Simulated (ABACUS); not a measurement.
**Band-structure run of V (part 2 of 2)**

V (Im-3m, 1 atom in the cell); Kohn-Sham DFT of a periodic cell, revTPSS, SG15 ONCV 1.2 PBE, spin-polarised (ABACUS 3.10.1); cutoff 1319.75 eV, 8×8×8 k-mesh, fermi-dirac of 0.05 eV, collinear spins. The structure derives from an entry of the Crystallography Open Database.

Geometry of the input (Å; fractional positions):
```
-1.5144  1.5144  1.5144
1.5144  -1.5144  1.5144
1.5144  1.5144  -1.5144
V  0.0000  0.0000  0.0000
```

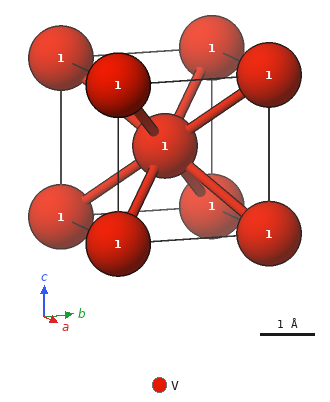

Figure 1. The structure as given in the input (ball-and-stick view of the cell 2 times as large as that of the calculation, set on its symmetry axes, seen slightly off an axis; atoms are numbered from 1 in the order of the input).

**The program's output, continued**
```
----------------------------------------------------------

 PW ALGORITHM --------------- ION=   1  ELEC=   6--------------------------------
          total magnetism (Bohr mag/cell) = 0.209185016482
       absolute magnetism (Bohr mag/cell) = 0.209216771999
                        nelec for spin up = 6.60459250824
                      nelec for spin down = 6.39540749176

 Density error is 2.07879672283e-05
                          Error Threshold = 9.0307128846e-07
----------------------------------------------------------
     Energy           Rydberg                 eV
----------------------------------------------------------
 E_KohnSham     -142.0817064692      -1933.1207895442
 E_Harris       -142.1122647129      -1933.5365557800
 E_Fermi        1.1898286072         16.1884487017
----------------------------------------------------------

 PW ALGORITHM --------------- ION=   1  ELEC=   7--------------------------------
          total magnetism (Bohr mag/cell) = 0.201981980986
       absolute magnetism (Bohr mag/cell) = 0.201996343301
                        nelec for spin up = 6.60099099049
                      nelec for spin down = 6.39900900951

 Density error is 6.39334526533e-06
                          Error Threshold = 1.59907440218e-07
----------------------------------------------------------
     Energy           Rydberg                 eV
----------------------------------------------------------
 E_KohnSham     -142.0817622657      -1933.1215486950
 E_Harris       -142.0618685029      -1932.8508801659
 E_Fermi        1.1885949480         16.1716639072
----------------------------------------------------------

 PW ALGORITHM --------------- ION=   1  ELEC=   8--------------------------------
          total magnetism (Bohr mag/cell) = 0.203072410609
       absolute magnetism (Bohr mag/cell) = 0.203088279864
                        nelec for spin up = 6.6015362053
                      nelec for spin down = 6.3984637947

 Density error is 7.47631943364e-08
                          Error Threshold = 4.91795789641e-08
----------------------------------------------------------
     Energy           Rydberg                 eV
----------------------------------------------------------
 E_KohnSham     -142.0817699126      -1933.1216527360
 E_Harris       -142.0821036022      -1933.1261928163
 E_Fermi        1.1890319080         16.1776090526
----------------------------------------------------------

 PW ALGORITHM --------------- ION=   1  ELEC=   9--------------------------------
          total magnetism (Bohr mag/cell) = 0.199521289221
       absolute magnetism (Bohr mag/cell) = 0.199539091449
                        nelec for spin up = 6.59976064461
                      nelec for spin down = 6.40023935539

 Density error is 7.57102498931e-08
                          Error Threshold = 5.75101494896e-10
----------------------------------------------------------
     Energy           Rydberg                 eV
----------------------------------------------------------
 E_KohnSham     -142.0817719109      -1933.1216799251
 E_Harris       -142.0815075726      -1933.1180834180
 E_Fermi        1.1889787624         16.1768859696
----------------------------------------------------------

 PW ALGORITHM --------------- ION=   1  ELEC=  10--------------------------------
          total magnetism (Bohr mag/cell) = 0.195402703521
       absolute magnetism (Bohr mag/cell) = 0.195421758584
                        nelec for spin up = 6.59770135176
                      nelec for spin down = 6.40229864824

 Density error is 9.78268623923e-08
                          Error Threshold = 5.75101494896e-10
----------------------------------------------------------
     Energy           Rydberg                 eV
----------------------------------------------------------
 E_KohnSham     -142.0817725412      -1933.1216884997
 E_Harris       -142.0816434279      -1933.1199318243
 E_Fermi        1.1889426732         16.1763949505
----------------------------------------------------------

 PW ALGORITHM --------------- ION=   1  ELEC=  11--------------------------------
          total magnetism (Bohr mag/cell) = 0.191340752423
       absolute magnetism (Bohr mag/cell) = 0.191359214187
                        nelec for spin up = 6.59567037621
                      nelec for spin down = 6.40432962379

 Density error is 7.97915524386e-08
                          Error Threshold = 5.75101494896e-10
----------------------------------------------------------
     Energy           Rydberg                 eV
----------------------------------------------------------
 E_KohnSham     -142.0817724947      -1933.1216878671
 E_Harris       -142.0830292366      -1933.1387867188
 E_Fermi        1.1889409506         16.1763715141
----------------------------------------------------------

 PW ALGORITHM --------------- ION=   1  ELEC=  12--------------------------------
          total magnetism (Bohr mag/cell) = 0.185516668836
       absolute magnetism (Bohr mag/cell) = 0.185533859827
                        nelec for spin up = 6.59275833442
                      nelec for spin down = 6.40724166558

 Density error is 1.17137763898e-08
                          Error Threshold = 5.75101494896e-10
----------------------------------------------------------
     Energy           Rydberg                 eV
----------------------------------------------------------
 E_KohnSham     -142.0817732402      -1933.1216980109
 E_Harris       -142.0818969508      -1933.1233811800
 E_Fermi        1.1888713735         16.1754248683
----------------------------------------------------------

 PW ALGORITHM --------------- ION=   1  ELEC=  13--------------------------------
          total magnetism (Bohr mag/cell) = 0.180795541727
       absolute magnetism (Bohr mag/cell) = 0.180812137928
                        nelec for spin up = 6.59039777086
                      nelec for spin down = 6.40960222914

 Density error is 4.82490145495e-09
                          Error Threshold = 9.01059722295e-11
----------------------------------------------------------
     Energy           Rydberg                 eV
----------------------------------------------------------
 E_KohnSham     -142.0817739686      -1933.1217079206
 E_KS(sigma->0) -142.0812424593      -1933.1144763661
 E_Harris       -142.0817992211      -1933.1220514990
 E_band         -11.3418829646       -154.3142343676
 E_one_elec     -46.5214684426       -632.9570501472
 E_Hartree      28.6571270005        389.9002155168
 E_xc           -16.7576909574       -228.0000823440
 E_Ewald        -107.4586785505      -1462.0503278371
 E_entropy(-TS) -0.0010630185        -0.0144631090
 E_descf        0.0000000000         0.0000000000
 E_exx          0.0000000000         0.0000000000
 E_Fermi        1.1888329603         16.1749022309
----------------------------------------------------------

 charge density convergence is achieved
 final etot is -1933.1217079 eV
 EFERMI = 16.174902231 eV

 STATE ENERGY(eV) AND OCCUPATIONS    NSPIN == 2
SPIN UP :
 1/8 kpoint (Cartesian) = 0.0000 0.0000 0.0000 (1505 pws)
       1       -48.4671     0.00195312
       2       -21.5015     0.00195312
       3       -21.5015     0.00195312
       4       -21.5015     0.00195312
       5        9.48398     0.00195312
       6        16.4807    4.29983e-06
       7        16.4807    4.29983e-06
       8        16.4807    4.29983e-06
       9        18.6080    1.43502e-24
      10        18.6080    1.43502e-24
      11        36.3792        0.00000
      12        36.3792        0.00000
      13        36.3792        0.00000
      14        42.8524        0.00000
      15        42.8524        0.00000
      16        46.6428        0.00000
      17        46.6428        0.00000
      18        46.6428        0.00000

 2/8 kpoint (Cartesian) = 0.041272 -0.041272 0.0000 (1501 pws)
       1       -48.4422      0.0234375
       2       -21.6245      0.0234375
       3       -21.5397      0.0234375
       4       -21.5022      0.0234375
       5        10.0815      0.0234375
       6        16.2324     0.00564090
       7        16.4008    0.000253095
       8        16.9119    9.30691e-09
       9        18.3618    2.37191e-21
      10        18.6283    1.14753e-23
      11        35.1298        0.00000
      12        36.0854        0.00000
      13        36.8209        0.00000
      14        41.8101        0.00000
      15        43.3290        0.00000
      16        43.3853        0.00000
      17        44.6072        0.00000
      18        47.3620        0.00000

 3/8 kpoint (Cartesian) = 0.082544 -0.082544 0.0000 (1505 pws)
       1       -48.3818      0.0234375
       2       -21.9151      0.0234375
       3       -21.6309      0.0234375
       4       -21.5040      0.0234375
       5        11.5866      0.0234375
       6        15.6764      0.0234364
       7        16.0621      0.0212137
       8        18.0612    9.67285e-19
       9        18.2479    2.31350e-20
      10        18.7196    1.84825e-24
      11        31.8256        0.00000
      12        34.3691        0.00000
      13        37.7196        0.00000
      14        39.5984        0.00000
      15        41.9299        0.00000
      16        42.9264        0.00000
      17        46.1039        0.00000
      18        49.7259        0.00000

 4/8 kpoint (Cartesian) = 0.12382 -0.12382 0.0000 (1510 pws)
       1       -48.3208      0.0234375
       2       -22.1974      0.0234375
       3       -21.7208      0.0234375
       4       -21.5059      0.0234375
       5        12.7981      0.0234375
       6        15.1714      0.0234375
       7        16.4897    4.31582e-05
       8        18.4746    2.48485e-22
       9        18.8775    7.85513e-26
      10        19.4332    1.17240e-30
      11        27.9639        0.00000
      12        32.4690        0.00000
      13        36.6064        0.00000
      14        38.4004        0.00000
      15        41.8229        0.00000
      16        45.6350        0.00000
      17        46.3958        0.00000
      18        53.8949        0.00000

 5/8 kpoint (Cartesian) = 0.16509 0.16509 0.33017 (1508 pws)
       1       -48.2954      0.0117188
       2       -22.3121      0.0117188
       3       -21.7577      0.0117188
       4       -21.5067      0.0117188
       5        12.9650      0.0117188
       6        14.9746      0.0117187
       7        17.5185    2.50164e-14
       8        18.5543    2.52354e-23
       9        18.9657    6.73762e-27
      10        20.1031    8.89813e-37
      11        25.9557    1.30063e-87
      12        31.7148        0.00000
      13        35.3855        0.00000
      14        38.6282        0.00000
      15        42.0814        0.00000
      16        44.9534        0.00000
      17        50.0474        0.00000
      18        52.5845        0.00000

 6/8 kpoint (Cartesian) = 0.082544 -0.041272 -0.041272 (1509 pws)
       1       -48.3996      0.0468750
       2       -21.8231      0.0468750
       3       -21.5850      0.0468750
       4       -21.5309      0.0468750
       5        11.1599      0.0468750
       6        15.9357      0.0464866
       7        15.9864      0.0458189
       8        17.7938    4.07027e-16
       9        18.0940    1.00391e-18
      10        18.7762    1.19133e-24
      11        33.4313        0.00000
      12        34.3228        0.00000
      13        37.5716        0.00000
      14        39.3366        0.00000
      15        41.8362        0.00000
      16        44.5719        0.00000
      17        46.8317        0.00000
      18        47.4663        0.00000

[... levels at 10 further k points ...]

------------------------------------------------------------------------------------------
 TOTAL-FORCE (eV/Angstrom)
------------------------------------------------------------------------------------------
                        V1         0.0000000000         0.0000000000         0.0000000000
------------------------------------------------------------------------------------------

----------------------------------------------------------------
 TOTAL-STRESS (KBAR)
----------------------------------------------------------------
      -116.7573210133         0.0000000000         0.0000000000
         0.0000000000      -116.7573210133        -0.0000000000
        -0.0000000000        -0.0000000000      -116.7573210133
----------------------------------------------------------------
 TOTAL-PRESSURE: -116.757321 KBAR

 --------------------------------------------
 !FINAL_ETOT_IS -1933.1217079206232938 eV
 --------------------------------------------
```

**Standard output**
```
ABACUS v3.10.1

               Atomic-orbital Based Ab-initio Computation at UStc

 dft_functional readin is: MGGA_X_REVTPSS+MGGA_C_REVTPSS
 dft_functional in pseudopot file is: PBE
 Please make sure this is what you need

%%%%%%%%%%%%%%%%%%%%%%%%%%%%%%%%%%%%%%%%%%%%%%%%%%%%%%%%%%%%%%%%%%%%%%%%%%%%%%%%%%%%%%%%%%%%%%%%%%%%%%%%%
 Warning: the number of valence electrons in pseudopotential > 5 for V: [Ar] 3d3 4s2
 Pseudopotentials with additional electrons can yield (more) accurate outcomes, but may be less efficient.
 If you're confident that your chosen pseudopotential is appropriate, you can safely ignore this warning.
%%%%%%%%%%%%%%%%%%%%%%%%%%%%%%%%%%%%%%%%%%%%%%%%%%%%%%%%%%%%%%%%%%%%%%%%%%%%%%%%%%%%%%%%%%%%%%%%%%%%%%%%%

 UNIFORM GRID DIM        : 32 * 32 * 32
 UNIFORM GRID DIM(BIG)   : 32 * 32 * 32
func,idMGGA_X_REVTPSS 212
func,idMGGA_C_REVTPSS 241
 ---------------------------------------------------------
 Self-consistent calculations for electrons
 ---------------------------------------------------------
 SPIN    KPOINTS         PROCESSORS  THREADS
 2       58              4           4
 ---------------------------------------------------------
 Use plane wave basis
 ---------------------------------------------------------
 ELEMENT NATOM       XC
 V       1
 ---------------------------------------------------------
 Initial plane wave basis and FFT box
 ---------------------------------------------------------
 -------------------------------------------
 SELF-CONSISTENT :
 -------------------------------------------
 START CHARGE      : atomic
 ITER      TMAG       AMAG        ETOT/eV          EDIFF/eV         DRHO         DKIN     TIME/s
 DA1      9.60e-01   9.60e-01  -1.93114122e+03   0.00000000e+00   1.6504e-01   1.2230e+00   2.34
 DA2      4.27e-01   4.42e-01  -1.93268074e+03  -1.53951921e+00   8.2511e-03   7.3470e-01   1.05
 DA3      3.98e-01   3.98e-01  -1.93294191e+03  -2.61173486e-01   1.5448e-03   4.8420e-01   1.29
 DA4      3.51e-01   3.51e-01  -1.93310798e+03  -1.66065352e-01   4.9486e-04   3.4492e-02   1.09
 DA5      2.66e-01   2.66e-01  -1.93311244e+03  -4.46123427e-03   1.1740e-04   1.2784e-01   1.28
 DA6      2.09e-01   2.09e-01  -1.93312079e+03  -8.35325975e-03   2.0788e-05   3.5364e-02   1.28
 DA7      2.02e-01   2.02e-01  -1.93312155e+03  -7.59150727e-04   6.3933e-06   1.2754e-02   1.21
 DA8      2.03e-01   2.03e-01  -1.93312165e+03  -1.04041054e-04   7.4763e-08   5.4327e-03   1.21
 DA9      2.00e-01   2.00e-01  -1.93312168e+03  -2.71891210e-05   7.5710e-08   1.3005e-03   1.34
 DA10     1.95e-01   1.95e-01  -1.93312169e+03  -8.57454085e-06   9.7827e-08   7.4732e-04   1.28
 DA11     1.91e-01   1.91e-01  -1.93312169e+03   6.32593301e-07   7.9792e-08   1.2164e-03   1.21
 DA12     1.86e-01   1.86e-01  -1.93312170e+03  -1.01438559e-05   1.1714e-08   7.4637e-04   1.28
 DA13     1.81e-01   1.81e-01  -1.93312171e+03  -9.90968910e-06   4.8249e-09   2.1202e-03   1.34
----------------------------------------------------------------
 TOTAL-STRESS (KBAR)
----------------------------------------------------------------
      -116.7573210133         0.0000000000         0.0000000000
         0.0000000000      -116.7573210133        -0.0000000000
        -0.0000000000        -0.0000000000      -116.7573210133
----------------------------------------------------------------
 TOTAL-PRESSURE: -116.757321 KBAR
```

**Results in brief**

| quantity | value |
| --- | --- |
| outcome | converged |
| space group (tolerance 0.01 Å) | Im-3m (229) |
| electrons treated | 13 |
| free energy | −1933.1217 eV |
| Fermi energy of the self-consistent step | 16.175 eV |
| gap on the k-point mesh | none (metallic) |
| net moment of the cell | 0.18 μB |
| integrated absolute moment | 0.18 μB |
| pressure | −11.68 GPa |
| largest force (length of the vector) | under 0.001 eV/Å |
| wall time | 18 s (CPU time 73 s) |
| peak memory | 0.32 GiB |

**Remarks**

The cell is under a tension of 11.7 GPa at this level, so it is not at its equilibrium volume.
